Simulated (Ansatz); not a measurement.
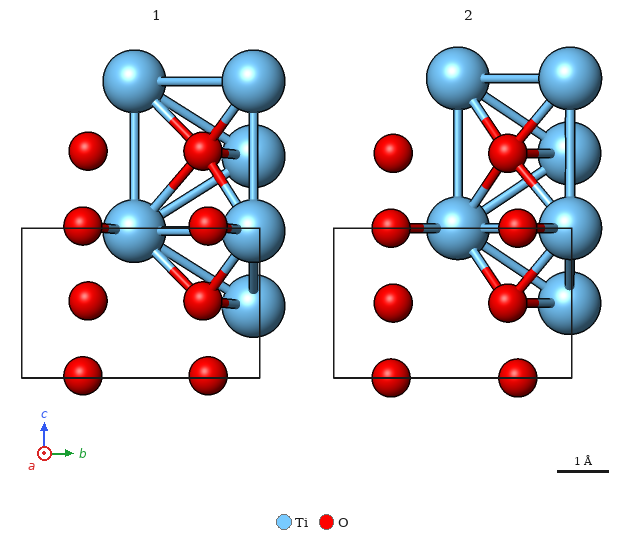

Two geometries of solid Ti$_{3}$O$_{4}$ (set up in P1), drawn at one scale. One is the start of a relaxation, the other its converged end. A ball-and-stick model of the cell of the calculation, repeated 1 × 1 × 2 with one cell outlined, seen along the a axis.

Level of theory: DFT PBEsol, scalar-relativistic, plane waves, PAW in Ansatz. Settings: plane-wave cutoff 420 eV; k-point mesh 8 × 8 × 12; occupations gaussian; smearing width 0.15 eV; no spin polarisation; atoms relaxed in a fixed cell; force threshold 0.01 eV/Å; at most 80 steps.

Which of the two is the end point?

Structure 2 is the relaxed one. Case: all Ti atoms moved 0.3 Å in one direction; relaxed back. The largest move is that of a Ti atom, 0.26 Å roughly along [0 2 1]. By element the largest moves are Ti 0.26 Å, O 0.20 Å. The cell doesn't change. Near-neighbour distances that change, for instance: O–Ti 2.290 → 2.013 Å, O–Ti 1.752 → 2.025 Å, O–Ti 1.819 → 2.083 Å, O–Ti 2.363 → 2.099 Å. Bond angles that change, for instance: Ti–O–Ti 160.1° → 176.9°, Ti–O–Ti 161.1° → 176.9°, Ti–O–Ti 99.8° → 84.1°. The space group (tolerance 0.01 Å) goes from P1 (No. 1) to Amm2 (No. 38). Over 13 geometry steps the energy falls by 301 meV per atom. The largest force component goes from 5 to 0.00074 eV/Å.
